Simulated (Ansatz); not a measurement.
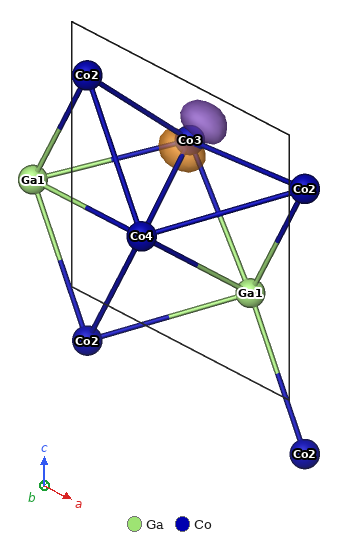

GaCo3: one atom of the 4-atom cell (and its periodic copies) was moved a little. Density after less density before, orange at +5 and purple at −5 e/Å³, seen along the b axis; cell a = 3.60 Å, b = 3.60 Å, c = 4.29 Å, α = 114.83°, β = 114.83°, γ = 90.00°. The lobes lie largely inside the PAW sphere, where the density is a smoothed one.

Space group I4/mmm; the calculation finds a residual pressure of about 8 GPa at this fixed cell; spin-polarised. Net moment 4.8 μB in the 4-atom cell of the calculation; other magnetic orders weren't tried. r2SCAN tends to overestimate the moments of metals. The cell comes from a database of computed structures, not from a measurement.

Level of theory: Ansatz 0.2.0, DFT r2SCAN, scalar-relativistic, plane waves, PAW.

> Find the displaced atom and its direction.

Co3 moved towards the orange lobe, down and to the left in the picture. In the run the shift was 0.15 Å roughly along [−1 −1 −2] in the axes of the cell drawn.

> What restoring force does the calculation give for this move?

The force on it changes by 1.56 eV/Å along the move, against it: a stiffness of about 10 eV/Å² for this sublattice shift.

Run times: 9.9 min (moved atom) and 110 s (base cell), on 2 threads of Arm Neoverse V1, with other jobs on the host.
